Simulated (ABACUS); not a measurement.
**Single-point calculation at one volume of an equation of state, with input and output: Cu (part 1 of 2)**

The run: single-point calculation at one volume of an equation of state of Cu (I4/mmm, 1 atom in the cell). Method and program: Kohn-Sham DFT of a periodic cell, PBEsol, PseudoDojo NC SR 0.4.1 PBEsol standard, no spin polarisation (ABACUS 3.10.1).

The structure derives from a Materials Project entry. It belongs to a series of runs on one base structure; here: volume scaled by 1.02.

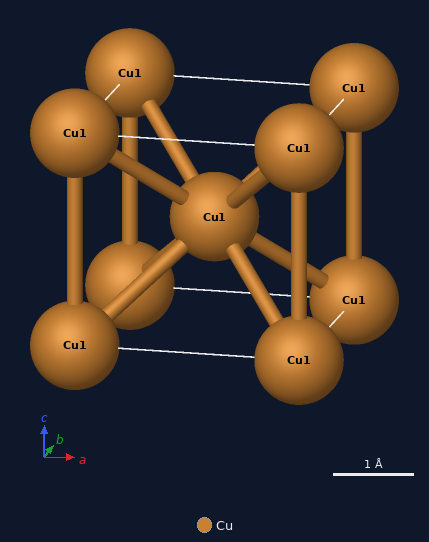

The input geometry (ball-and-stick view of the cell 2 times as large as that of the calculation, set on its symmetry axes, seen slightly off an axis; atoms are numbered from 1 in the order of the input). An atom can appear more than once, as a periodic image.

## Results in brief

```tsv
quantity	value
outcome	converged
space group (tolerance 0.01 Å)	I4/mmm (139)
electrons treated	19
free energy	−5155.3865 eV
Fermi energy	17.383 eV
gap on the k-point mesh	none (metallic)
pressure	−4.71 GPa
largest force (length of the vector)	under 0.001 eV/Å
hardware	4 threads of Intel Xeon @ 2.50GHz (Skylake/Cascade Lake), 64 GiB of memory available, shared host
wall time	25 s (CPU time 95 s)
peak memory	0.28 GiB
```

## Input
```
INPUT_PARAMETERS
suffix              Cu
calculation         scf
basis_type          pw
pseudo_dir          ./
symmetry            1
dft_functional      pbesol
ecutwfc             92
pseudo_rcut         7
nspin               1
nbands              14
ks_solver           dav
smearing_method     fd
smearing_sigma      0.00367493
scf_thr             1e-08
scf_nmax            100
mixing_type         broyden
mixing_beta         0.7
cal_force           1
cal_stress          1
kpar                4
```

## File STRU
```
ATOMIC_SPECIES
Cu 63.5460 Cu.upf

LATTICE_CONSTANT
1.8897261246

LATTICE_VECTORS
-1.4523485211 1.4523485211 1.3851948378
1.4523485211 -1.4523485211 1.3851948378
1.4523485211 1.4523485211 -1.3851948378

ATOMIC_POSITIONS
Direct

Cu
0.0
1
0.0000000000 0.0000000000 0.0000000000 1 1 1
```

## File KPT
```
K_POINTS
0
Gamma
13 13 13 0 0 0
```

Launch command:
```bash
OMP_NUM_THREADS=1 mpirun -np 4 abacus > log
```

## What the program printed
```
ABACUS v3.10.1

               Atomic-orbital Based Ab-initio Computation at UStc

 ------------------------------------------------------------------------------------

 READING GENERAL INFORMATION
                           global_out_dir = OUT.Cu/
                           global_in_card = INPUT
                               pseudo_dir = ./
                              orbital_dir =
                                    DSIZE = 4
                                    GSIZE = 1

 READING UNITCELL INFORMATION
                                    ntype = 1
                  lattice constant (Bohr) = 1.88973
              lattice constant (Angstrom) = 1

 READING ATOM TYPE 1
                               atom label = Cu
                      L=0, number of zeta = 1
                      L=1, number of zeta = 1
                      L=2, number of zeta = 1
             number of atom for this type = 1

                        TOTAL ATOM NUMBER = 1
DIRECT COORDINATES
    atom                   x                   y                   z     mag                  vx                  vy                  vz
taud_Cu1            0.0000000000        0.0000000000        0.0000000000  0.0000        0.0000000000        0.0000000000        0.0000000000

                          Volume (Bohr^3) = 78.8695
                             Volume (A^3) = 11.6872

 Lattice vectors: (Cartesian coordinate: in unit of a_0)
             -1.45235            +1.45235            +1.38519
             +1.45235            -1.45235            +1.38519
             +1.45235            +1.45235            -1.38519
 Reciprocal vectors: (Cartesian coordinate: in unit of 2 pi/a_0)
                   +0            +0.34427            +0.36096
             +0.34427                  +0            +0.36096
             +0.34427            +0.34427                  +0
 The esolver type has been set to : ksdft_pw

                PAO radial cut off (Bohr) = 7

 Read in pseudopotential file is Cu.upf
                     pseudopotential type = NC
          exchange-correlation functional = PBESOL
                 nonlocal core correction = 1
                        valence electrons = 19
                                     lmax = 2
                           number of zeta = 4
                     number of projectors = 6
                           L of projector = 0
                           L of projector = 0
                           L of projector = 1
                           L of projector = 1
                           L of projector = 2
                           L of projector = 2
     initial pseudo atomic orbital number = 10

 SETUP THE ELECTRONS NUMBER
            electron number of element Cu = 19
      total electron number of element Cu = 19
            AUTOSET number of electrons:  = 19
                           occupied bands = 10
                                   NBANDS = 14
                                   NLOCAL = 9

%%%%%%%%%%%%%%%%%%%%%%%%%%%%%%%%%%%%%%%%%%%%%%%%%%%%%%%%%%%%%%%%%%%%%%%%%%%%%%%%%%%%%%%%%%%%%%%%%%%%%%%%%%
 Warning: the number of valence electrons in pseudopotential > 11 for Cu: [Ar] 3d10 4s1
 Pseudopotentials with additional electrons can yield (more) accurate outcomes, but may be less efficient.
 If you're confident that your chosen pseudopotential is appropriate, you can safely ignore this warning.
%%%%%%%%%%%%%%%%%%%%%%%%%%%%%%%%%%%%%%%%%%%%%%%%%%%%%%%%%%%%%%%%%%%%%%%%%%%%%%%%%%%%%%%%%%%%%%%%%%%%%%%%%%

 SETUP THE PLANE WAVE BASIS
 energy cutoff for charge/potential (unit:Ry) = 368
            fft grid for charge/potential = [ 30, 30, 30 ]
                        fft grid division = [ 1, 1, 1 ]
        big fft grid for charge/potential = [ 30, 30, 30 ]
                                     nbxx = 27000
                                     nrxx = 27000

 SETUP PLANE WAVES FOR CHARGE/POTENTIAL
                    number of plane waves = 9419
                         number of sticks = 593

 PARALLEL PW FOR CHARGE/POTENTIAL
     PROC   COLUMNS(POT)             PW
        1            593           9419
 --------------- sum -------------------
        1            593           9419
                            number of |g| = 617
                                  max |g| = 33.2217
                                  min |g| = 0

----------- Double Check Mixing Parameters Begin ------------
mixing_type: broyden
mixing_beta: 0.7
mixing_gg0: 1
mixing_gg0_min: 0.1
mixing_ndim: 8
----------- Double Check Mixing Parameters End ------------

 LATTICE VECTORS: (CARTESIAN COORDINATE: IN UNIT OF A0)
             -1.45235            +1.45235            +1.38519
             +1.45235            -1.45235            +1.38519
             +1.45235            +1.45235            -1.38519
                       right hand lattice = 1
                                   NORM_A = 2.47738
                                   NORM_B = 2.47738
                                   NORM_C = 2.47738
                           ALPHA (DEGREE) = 108.218
                           BETA  (DEGREE) = 108.218
                           GAMMA (DEGREE) = 112.008

 The lattice vectors have been changed (STRU_SIMPLE.cif)

(for optimal symmetric configuration:)
                             BRAVAIS TYPE = 6
                     BRAVAIS LATTICE NAME = 06. Tetrogonal I (body-centered)
                                    ibrav = 6
                                    IBRAV = 6
                                  BRAVAIS = BODY CENTERED TETROGONAL CELL
                       LATTICE CONSTANT A = 2.9047
                                C/A RATIO = 0.953762
Original cell was already a primitive cell.
                        ROTATION MATRICES = 16
              PURE POINT GROUP OPERATIONS = 16
                   SPACE GROUP OPERATIONS = 16
                              POINT GROUP = D_4h
               POINT GROUP IN SPACE GROUP = D_4h

 SETUP K-POINTS
                                    nspin = 1
                   Input type of k points = Monkhorst-Pack(Gamma)
                                   nkstot = 2197
                       right hand lattice = 1
(for reciprocal lattice: )
                             BRAVAIS TYPE = 6
                     BRAVAIS LATTICE NAME = 06. Tetrogonal I (body-centered)
                                    ibrav = 6
                       right hand lattice = 1
(for k-lattice: )
                             BRAVAIS TYPE = 6
                     BRAVAIS LATTICE NAME = 06. Tetrogonal I (body-centered)
                                    ibrav = 6
                       right hand lattice = 1
                        ROTATION MATRICES = 16
                               nkstot_ibz = 196
K-POINTS REDUCTION ACCORDING TO SYMMETRY
     IBZ    DIRECT_X    DIRECT_Y    DIRECT_Z  WEIGHT  ibz2bz
       1  0.00000000  0.00000000  0.00000000  0.0005       0
       2 -0.07692308  0.00000000  0.07692308  0.0036       1
       3 -0.15384615  0.00000000  0.15384615  0.0036       2
       4 -0.23076923  0.00000000  0.23076923  0.0036       3
       5 -0.30769231  0.00000000  0.30769231  0.0036       4
       6 -0.38461538  0.00000000  0.38461538  0.0036       5
       7 -0.46153846  0.00000000  0.46153846  0.0036       6
       8  0.07692308  0.07692308 -0.15384615  0.0036      14
       9 -0.07692308 -0.15384615  0.23076923  0.0073      15
      10 -0.07692308 -0.23076923  0.30769231  0.0073      16
      11 -0.07692308 -0.30769231  0.38461538  0.0073      17
      12 -0.07692308 -0.38461538  0.46153846  0.0073      18
      13  0.46153846  0.07692308  0.46153846  0.0073      19
      14 -0.46153846  0.07692308  0.38461538  0.0073      20
      15 -0.07692308  0.38461538 -0.30769231  0.0073      21
      16 -0.07692308  0.30769231 -0.23076923  0.0073      22
      17 -0.23076923  0.07692308  0.15384615  0.0073      23
      18 -0.15384615  0.07692308  0.07692308  0.0073      24
      19 -0.07692308  0.07692308  0.00000000  0.0018      25
      20 -0.15384615 -0.15384615  0.30769231  0.0036      28
      21 -0.15384615 -0.23076923  0.38461538  0.0073      29
      22 -0.15384615 -0.30769231  0.46153846  0.0073      30
      23  0.38461538  0.15384615  0.46153846  0.0073      31
      24  0.46153846  0.15384615  0.38461538  0.0073      32
      25 -0.15384615  0.46153846 -0.30769231  0.0073      33
      26 -0.15384615  0.38461538 -0.23076923  0.0073      34
      27 -0.15384615  0.30769231 -0.15384615  0.0073      35
      28 -0.23076923  0.15384615  0.07692308  0.0073      36
      29 -0.15384615  0.15384615  0.00000000  0.0018      37
      30 -0.23076923 -0.23076923  0.46153846  0.0036      42
[... 166 further k points ...]

                               nkstot now = 196
[... K-POINTS DIRECT COORDINATES: 196 rows ...]

           k-point number in this process = 49
       minimum distributed K point number = 49
[... stars of the k points ...]

[... K-POINTS CARTESIAN COORDINATES: 49 rows ...]

[... K-POINTS DIRECT COORDINATES: 49 rows ...]

 SETUP PLANE WAVES FOR WAVE FUNCTIONS
     energy cutoff for wavefunc (unit:Ry) = 92
              fft grid for wave functions = [ 30, 30, 30 ]
                    number of plane waves = 1777
                         number of sticks = 197

 PARALLEL PW FOR WAVE FUNCTIONS
     PROC   COLUMNS(POT)             PW
        1            197           1777
 --------------- sum -------------------
        1            197           1777

 SETUP NONLOCAL PSEUDOPOTENTIALS IN PLANE WAVE BASIS
 Cu non-local projectors:
 projector 1 L=0
 projector 2 L=0
 projector 3 L=1
 projector 4 L=1
 projector 5 L=2
 projector 6 L=2
      TOTAL NUMBER OF NONLOCAL PROJECTORS = 18

 Init Non-Local PseudoPotential table :
 Init Non-Local-Pseudopotential done.

                                     npwx = 1184

 Make real space PAO into reciprocal space.
       max mesh points in Pseudopotential = 701
     dq(describe PAO in reciprocal space) = 0.01
                                    max q = 1155

 number of pseudo atomic orbitals for Cu is 4
WARNING: norm of atomic wavefunction # 3 of atomic type Cu is 0.999944, renormalized
WARNING: norm of atomic wavefunction # 4 of atomic type Cu is 0.996041, renormalized

 -------------------------------------------
 SELF-CONSISTENT
 -------------------------------------------
                                 init_chg = atomic

 PW ALGORITHM --------------- ION=   1  ELEC=   1--------------------------------

 Density error is 0.297527548045
                          Error Threshold = 0.01
----------------------------------------------------------
     Energy           Rydberg                 eV
----------------------------------------------------------
 E_KohnSham     -378.7675207049      -5153.3964989194
 E_Harris       -388.7964332657      -5289.8468544902
 E_Fermi        1.3950457023         18.9805705219
----------------------------------------------------------
```
